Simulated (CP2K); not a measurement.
Te

```yaml
crystal:
  lattice:
    - [4.45400, 0.00000, 0.00000]
    - [-2.22700, 3.85728, 0.00000]
    - [0.00000, 0.00000, 5.92400]
  atoms:
    - { symbol: Te, position: [0.73100, 0.73100, 0.00000] }
    - { symbol: Te, position: [0.00000, 0.26900, 0.66667] }
    - { symbol: Te, position: [0.26900, 0.00000, 0.33333] }
```

Space group P3₁21; computed pressure about 3 GPa in this cell.

Theory: CP2K, Kohn-Sham DFT of a periodic cell, OLYP, GTH-PBE with UZH-TZVP basis.

The density is the valence pseudo-density of a pseudopotential calculation; it isn't the true density close to the nuclei.

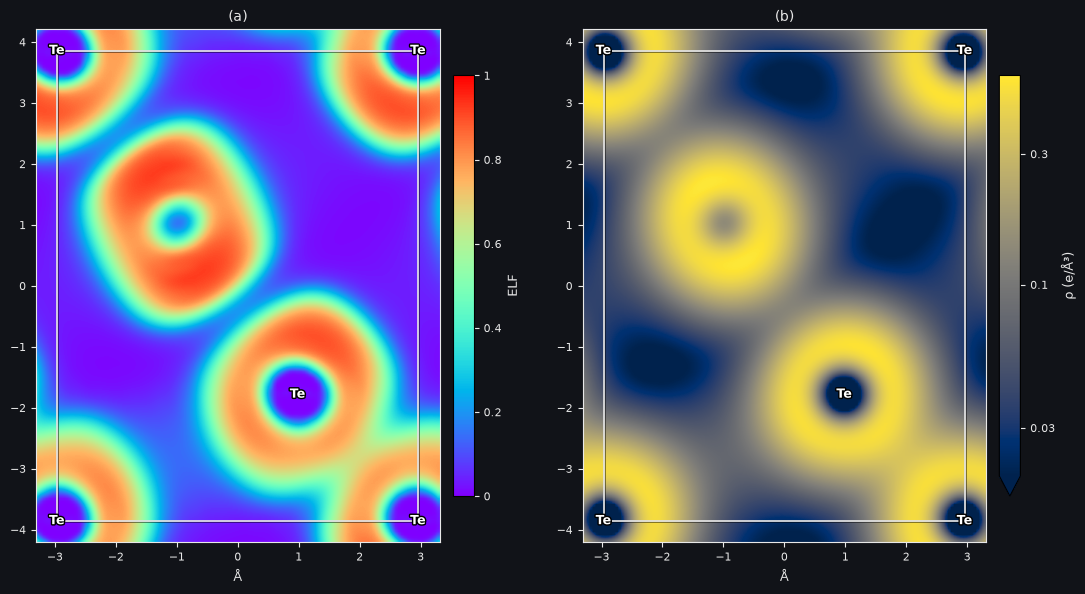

Figure 1. (a) electron localisation function; (b) valence pseudo-density on the (110) plane of the conventional cell.

> Read the bonding off the picture.

The section cuts through Te sites.
Atoms just off the plane (Te, 0.4 Å away) can leave unmarked features too.
Te–Te (2.86 Å): ρ at the midpoint is about 0.36 e/Å³; the ELF peaks at about 0.80 between the atoms: a shared electron pair.
Between the atoms the lowest density in this plane is 0.02 e/Å³.
The ELF also peaks beside Te, away from the bonds: lone-pair regions.

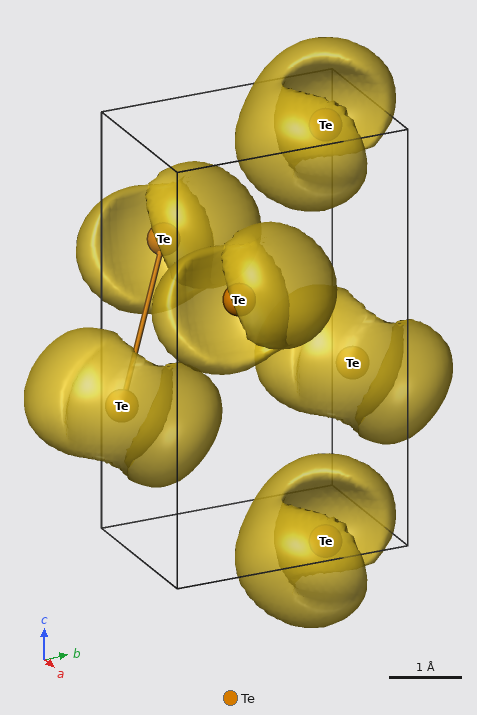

Figure 2. Isosurface of the electron localisation function at 0.8 (yellow), seen slightly off an axis. Core shells and regions of very low density are left out. Sticks mark near contacts.

> Identify the bonds, lone pairs and shells in this picture.

The surface consists of three regions wrapped around Te (the valence shell of each), counted in one cell of 3 atoms. Regions shared between cells count once.

> Metal or insulator at this level of theory?

It is gapped, with a Kohn–Sham gap of 0.70 eV on the k-point mesh (the band edges may lie off the mesh, which would make the gap smaller).
